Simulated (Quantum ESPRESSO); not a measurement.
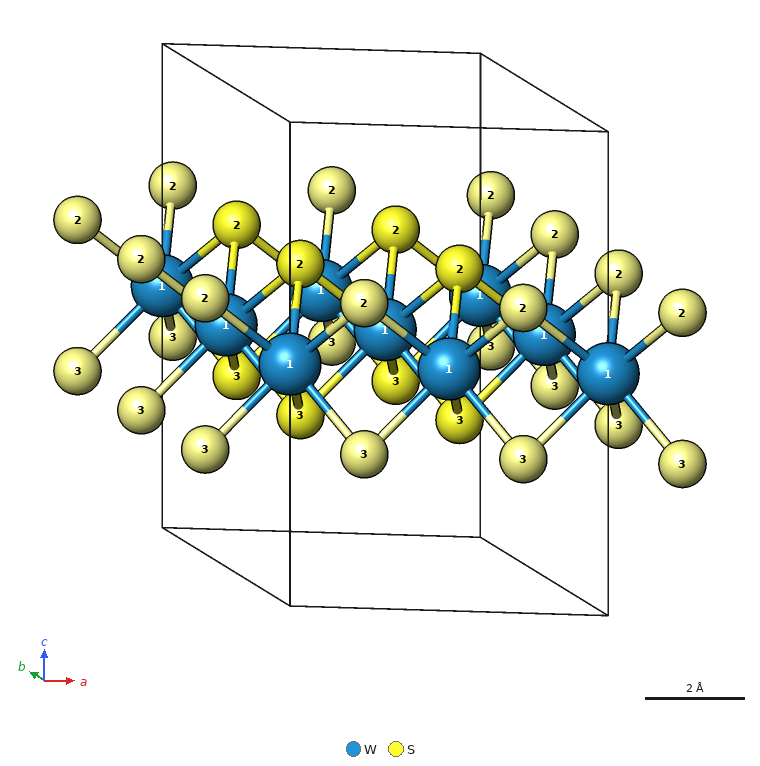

Fig. 1: The structure (ball-and-stick view of the 2 × 2 repeat of the cell, with the vacuum cut short, seen slightly off an axis; neighbours outside the cell are drawn fainter; atoms are numbered from 1 in the order of the input). An atom can appear more than once, as a periodic image. Near neighbours in the periodic cell (some may lie outside the picture): W has 6 S at 2.46 Å; S has 3 W at 2.46 Å.

**Single-point calculation, with input and output: WS₂**

WS₂ (3 atoms in the cell), computed with Kohn-Sham DFT of a periodic cell, LDA, PseudoDojo 0.4.1 SR LDA stringent, no spin polarisation (Quantum ESPRESSO 7.5).

The structure derives from a Materials Project entry. The volume is scaled by 1.06.

Input
```
&CONTROL
  calculation = 'scf'
  prefix = 'pwscf'
  outdir = './tmp'
  pseudo_dir = './pseudo'
  tprnfor = .true.
  tstress = .true.
  disk_io = 'nowf'
/
&SYSTEM
  ibrav = 0
  nat = 3
  ntyp = 2
  ecutwfc = 124
  nbnd = 28
  occupations = 'smearing'
  smearing = 'fd'
  degauss = 0.00367493
/
&ELECTRONS
  conv_thr = 6d-10
  electron_maxstep = 120
  mixing_beta = 0.5
/
ATOMIC_SPECIES
W    183.8400 W.upf
S     32.0600 S.upf
CELL_PARAMETERS angstrom
   3.2459540962    0.0000000000    0.0000000000
  -1.6229770481    2.8110787067    0.0000000000
   0.0000000000    0.0000000000   17.2830265641
ATOMIC_POSITIONS crystal
W      0.0000000000    0.0000000000    0.0000000000
S      0.3333333333    0.6666666667    0.0920005100
S      0.3333333333    0.6666666667    0.9079994900
K_POINTS automatic
7 7 1 0 0 0
```

Run as:
```bash
OMP_NUM_THREADS=1 pw.x -in pw.in > pw.out
```

Output
```
This program is part of the open-source Quantum ESPRESSO suite
     for quantum simulation of materials; please cite
         "P. Giannozzi et al., J. Phys.:Condens. Matter 21 395502 (2009);
         "P. Giannozzi et al., J. Phys.:Condens. Matter 29 465901 (2017);
         "P. Giannozzi et al., J. Chem. Phys. 152 154105 (2020);
          URL
     in publications or presentations arising from this work. More details at

     Message from routine setup:
     using ibrav=0 with symmetry is DISCOURAGED, use correct ibrav instead

     G-vector sticks info
     --------------------
     sticks:   dense  smooth     PW     G-vecs:    dense   smooth      PW
     Sum        1285    1285    361               198699   198699   29151

     Using Slab Decomposition

     bravais-lattice index     =            0
     lattice parameter (alat)  =       6.1340  a.u.
     unit-cell volume          =    1064.2209 (a.u.)^3
     number of atoms/cell      =            3
     number of atomic types    =            2
     number of electrons       =        40.00
     number of Kohn-Sham states=           28
     kinetic-energy cutoff     =     124.0000  Ry
     charge density cutoff     =     496.0000  Ry
     scf convergence threshold =      6.0E-10
     mixing beta               =       0.5000
     number of iterations used =            8  plain     mixing
     Exchange-correlation= SLA  PW   NOGX NOGC
                           (   1   4   0   0   0   0   0)

     celldm(1)=   6.133964  celldm(2)=   0.000000  celldm(3)=   0.000000
     celldm(4)=   0.000000  celldm(5)=   0.000000  celldm(6)=   0.000000

     crystal axes: (cart. coord. in units of alat)
               a(1) = (   1.000000   0.000000   0.000000 )
               a(2) = (  -0.500000   0.866025   0.000000 )
               a(3) = (   0.000000   0.000000   5.324483 )

     reciprocal axes: (cart. coord. in units 2 pi/alat)
               b(1) = (  1.000000  0.577350 -0.000000 )
               b(2) = (  0.000000  1.154701  0.000000 )
               b(3) = (  0.000000 -0.000000  0.187812 )

     PseudoPot. # 1 for W  read from file:
     W.upf
     Pseudo is Norm-conserving + core correction, Zval = 28.0
     Generated using ONCVPSP code by D. R. Hamann
     Using radial grid of 1380 points,  8 beta functions with:
                l(1) =   0
                l(2) =   0
                l(3) =   1
                l(4) =   1
                l(5) =   2
                l(6) =   2
                l(7) =   3
                l(8) =   3

     PseudoPot. # 2 for S  read from file:
     S.upf
     Pseudo is Norm-conserving + core correction, Zval =  6.0
     Generated using ONCVPSP code by D. R. Hamann
     Using radial grid of 1132 points,  6 beta functions with:
                l(1) =   0
                l(2) =   0
                l(3) =   1
                l(4) =   1
                l(5) =   2
                l(6) =   2

     atomic species   valence    mass     pseudopotential
     W                28.00   183.84000     W ( 1.00)
     S                 6.00    32.06000     S ( 1.00)

     12 Sym. Ops. (no inversion) found

   Cartesian axes

     site n.     atom                  positions (alat units)
         1        W      tau(   1) = (   0.0000000   0.0000000   0.0000000  )
         2        S      tau(   2) = (  -0.0000000   0.5773503   0.4898551  )
         3        S      tau(   3) = (  -0.0000000   0.5773503   4.8346276  )

     number of k points=     8  Fermi-Dirac smearing, width (Ry)=  0.0037
                       cart. coord. in units 2pi/alat
        k(    1) = (   0.0000000   0.0000000   0.0000000), wk =   0.0408163
        k(    2) = (   0.0000000   0.1649572   0.0000000), wk =   0.2448980
        k(    3) = (   0.0000000   0.3299144   0.0000000), wk =   0.2448980
        k(    4) = (   0.0000000   0.4948717   0.0000000), wk =   0.2448980
        k(    5) = (   0.1428571   0.2474358   0.0000000), wk =   0.2448980
        k(    6) = (   0.1428571   0.4123930   0.0000000), wk =   0.4897959
        k(    7) = (   0.1428571   0.5773503   0.0000000), wk =   0.2448980
        k(    8) = (   0.2857143   0.4948717   0.0000000), wk =   0.2448980

     Dense  grid:   198699 G-vectors     FFT dimensions: (  45,  45, 240)

     Initial potential from superposition of free atoms

     starting charge      39.9995, renormalised to      40.0000

     negative rho (up, down):  5.605E-06 0.000E+00
     Starting wfcs are   25 randomized atomic wfcs +    3 random wfcs

     Self-consistent Calculation

     iteration #  1     ecut=   124.00 Ry     beta= 0.50
     Davidson diagonalization with overlap
     ethr =  1.00E-02,  avg # of iterations =  6.8

     Threshold (ethr) on eigenvalues was too large:
     Diagonalizing with lowered threshold

     Davidson diagonalization with overlap
     ethr =  2.29E-04,  avg # of iterations =  4.9

     negative rho (up, down):  1.960E-06 0.000E+00

     total energy              =    -727.81135993 Ry
     estimated scf accuracy    <       0.09975656 Ry

     iteration #  2     ecut=   124.00 Ry     beta= 0.50
     Davidson diagonalization with overlap
     ethr =  2.49E-04,  avg # of iterations =  3.5

     negative rho (up, down):  1.112E-06 0.000E+00

     total energy              =    -727.81736464 Ry
     estimated scf accuracy    <       0.05752554 Ry

     iteration #  3     ecut=   124.00 Ry     beta= 0.50
     Davidson diagonalization with overlap
     ethr =  1.44E-04,  avg # of iterations =  3.8

     negative rho (up, down):  4.339E-07 0.000E+00

     total energy              =    -727.82937045 Ry
     estimated scf accuracy    <       0.03811190 Ry

     iteration #  4     ecut=   124.00 Ry     beta= 0.50
     Davidson diagonalization with overlap
     ethr =  9.53E-05,  avg # of iterations =  1.9

     total energy              =    -727.83402170 Ry
     estimated scf accuracy    <       0.00070589 Ry

     iteration #  5     ecut=   124.00 Ry     beta= 0.50
     Davidson diagonalization with overlap
     ethr =  1.76E-06,  avg # of iterations =  6.0

     total energy              =    -727.83410271 Ry
     estimated scf accuracy    <       0.00009387 Ry

     iteration #  6     ecut=   124.00 Ry     beta= 0.50
     Davidson diagonalization with overlap
     ethr =  2.35E-07,  avg # of iterations =  2.0

     total energy              =    -727.83411385 Ry
     estimated scf accuracy    <       0.00000313 Ry

     iteration #  7     ecut=   124.00 Ry     beta= 0.50
     Davidson diagonalization with overlap
     ethr =  7.83E-09,  avg # of iterations =  3.6

     total energy              =    -727.83411457 Ry
     estimated scf accuracy    <       0.00000018 Ry

     iteration #  8     ecut=   124.00 Ry     beta= 0.50
     Davidson diagonalization with overlap
     ethr =  4.56E-10,  avg # of iterations =  2.6

     total energy              =    -727.83411460 Ry
     estimated scf accuracy    <       0.00000004 Ry

     iteration #  9     ecut=   124.00 Ry     beta= 0.50
     Davidson diagonalization with overlap
     ethr =  1.04E-10,  avg # of iterations =  2.0

     total energy              =    -727.83411461 Ry
     estimated scf accuracy    <          1.7E-09 Ry

     iteration # 10     ecut=   124.00 Ry     beta= 0.50
     Davidson diagonalization with overlap
     ethr =  4.21E-12,  avg # of iterations =  3.2

     End of self-consistent calculation

          k = 0.0000 0.0000 0.0000 ( 24763 PWs)   bands (ev):

   -73.8119 -37.9835 -37.8714 -37.8714 -27.9829 -27.9829 -27.9712 -27.9569
   -27.9487 -27.9487 -27.9367 -14.0277 -12.5260  -5.7171  -2.4026  -2.4026
    -1.6553  -1.2631  -1.2631   0.3283   3.0182   3.0182   3.1439   3.1439
     5.0147   6.0039   6.0317   7.1680

          k = 0.0000 0.1650 0.0000 ( 24773 PWs)   bands (ev):

   -73.8096 -37.9747 -37.9219 -37.8833 -27.9830 -27.9821 -27.9697 -27.9588
   -27.9496 -27.9489 -27.9360 -13.7278 -12.4103  -5.3530  -3.1450  -2.4854
    -2.1139  -1.6940  -0.9948   0.1015   2.6270   2.8684   2.9094   3.5195
     5.9261   6.4059   6.6965   7.6396

          k = 0.0000 0.3299 0.0000 ( 24813 PWs)   bands (ev):

   -73.8044 -38.0336 -37.9548 -37.9100 -27.9834 -27.9805 -27.9663 -27.9630
   -27.9517 -27.9492 -27.9345 -12.9694 -12.1225  -4.9008  -4.0878  -3.5987
    -2.4176  -1.4660  -1.3627  -0.6451   2.6011   2.6589   3.4271   4.2959
     6.7714   7.3437   7.5078   8.3941

          k = 0.0000 0.4949 0.0000 ( 24846 PWs)   bands (ev):

   -73.8002 -38.1217 -37.9387 -37.9312 -27.9837 -27.9792 -27.9664 -27.9636
   -27.9532 -27.9494 -27.9332 -12.2246 -11.8549  -5.7092  -4.4295  -3.8622
    -2.8690  -1.6559  -1.0022  -0.6476   2.8254   3.1510   4.0568   4.6815
     5.5742   7.7564   7.7697   8.9893

          k = 0.1429 0.2474 0.0000 ( 24777 PWs)   bands (ev):

   -73.8058 -37.9958 -37.9603 -37.9097 -27.9831 -27.9811 -27.9672 -27.9618
   -27.9509 -27.9494 -27.9349 -13.1953 -12.2056  -4.7889  -4.0020  -3.1080
    -2.6881  -1.8269  -0.9186  -0.3709   2.2908   2.8219   2.9332   4.2959
     6.7747   7.0919   7.7295   8.3301

          k = 0.1429 0.4124 0.0000 ( 24842 PWs)   bands (ev):

   -73.8012 -38.0814 -37.9479 -37.9423 -27.9831 -27.9799 -27.9656 -27.9641
   -27.9524 -27.9500 -27.9335 -12.4157 -11.9106  -5.1596  -4.2235  -3.8489
    -3.0081  -2.0628  -1.3571  -0.4583   2.5301   3.0864   3.5610   4.7622
     6.8719   7.8674   8.1423   9.1872

          k = 0.1429 0.5774 0.0000 ( 24805 PWs)   bands (ev):

   -73.7991 -38.1185 -37.9654 -37.9343 -27.9831 -27.9794 -27.9673 -27.9628
   -27.9532 -27.9502 -27.9329 -12.0035 -11.7600  -5.5712  -4.7442  -3.7785
    -2.9584  -2.1037  -1.6955  -0.1497   2.7024   3.5013   4.0698   4.6152
     5.6410   8.5436   8.9715   9.3489

          k = 0.2857 0.4949 0.0000 ( 24863 PWs)   bands (ev):

   -73.7986 -38.0848 -38.0133 -37.9323 -27.9823 -27.9801 -27.9675 -27.9624
   -27.9525 -27.9514 -27.9328 -11.9157 -11.7072  -5.0243  -4.9541  -3.6638
    -3.2491  -2.8962  -1.7642   0.0514   2.2915   3.5666   3.7356   5.1909
     6.6008   7.6343   9.1675   9.6560

     the Fermi energy is     1.2473 ev

!    total energy              =    -727.83411461 Ry
     estimated scf accuracy    <          5.3E-11 Ry
     smearing contrib. (-TS)   =      -0.00000000 Ry
     internal energy E=F+TS    =    -727.83411461 Ry

     The total energy is F=E-TS. E is the sum of the following terms:
     one-electron contribution =   -2582.38006190 Ry
     hartree contribution      =    1302.15187009 Ry
     xc contribution           =    -108.71471917 Ry
     ewald contribution        =     661.10879638 Ry

     convergence has been achieved in  10 iterations

     Forces acting on atoms (cartesian axes, Ry/au):

     atom    1 type  1   force =     0.00000000    0.00000000    0.00000000
     atom    2 type  2   force =     0.00000000   -0.00000000   -0.05251585
     atom    3 type  2   force =    -0.00000000   -0.00000000    0.05251585

     Total force =     0.074269     Total SCF correction =     0.000016

     Computing stress (Cartesian axis) and pressure

          total   stress  (Ry/bohr**3)                   (kbar)     P=      -48.83
  -0.00034950  -0.00000000   0.00000000          -51.41       -0.00        0.00
   0.00000000  -0.00034950  -0.00000000            0.00      -51.41       -0.00
   0.00000000  -0.00000000  -0.00029675            0.00       -0.00      -43.65

=------------------------------------------------------------------------------=
   JOB DONE.
=------------------------------------------------------------------------------=
```

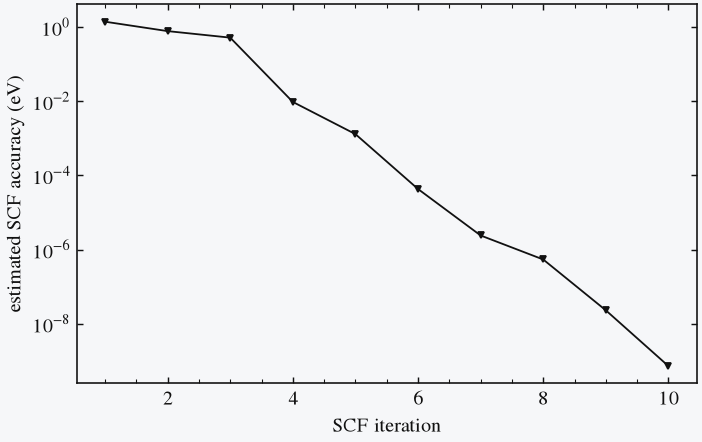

Fig. 2: Convergence of the self-consistent field: estimated SCF accuracy against the iteration. The field takes 10 iterations in all.

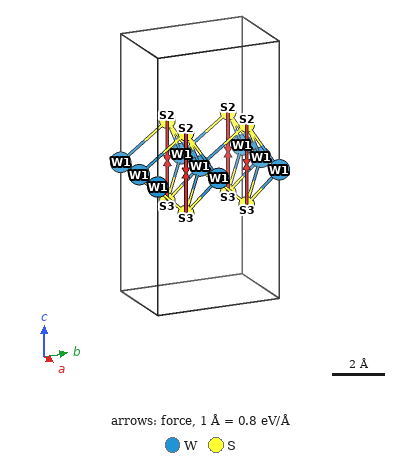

Fig. 3: Forces on the atoms as red arrows (ball-and-stick view of the 2 × 2 repeat of the cell, with the vacuum cut short, seen slightly off an axis; atoms are numbered from 1 in the order of the input). The largest act on S2, S3 (1.35 eV/Å). The geometry is not a stationary point of this energy.

Results in brief

```json
{"quantity": "outcome", "value": "converged"}
{"quantity": "space group (tolerance 0.01 Å)", "value": "P-6m2 (187)"}
{"quantity": "electrons treated", "value": "40"}
{"quantity": "free energy", "value": "−9902.6876 eV"}
{"quantity": "Fermi energy", "value": "1.247 eV"}
{"quantity": "gap on the k-point mesh", "value": "1.96 eV"}
{"quantity": "pressure", "value": "−4.88 GPa"}
{"quantity": "largest force (length of the vector)", "value": "1.350 eV/Å"}
{"quantity": "hardware", "value": "1 thread of AMD EPYC (Zen 3), 24 GiB of memory available, shared host"}
{"quantity": "wall time", "value": "77 s"}
{"quantity": "peak memory", "value": "0.47 GiB"}
```

Notes on the run: negative rho. Points of doubt noted for this run: coarse mesh. Spin–orbit coupling is left out, which matters for W.
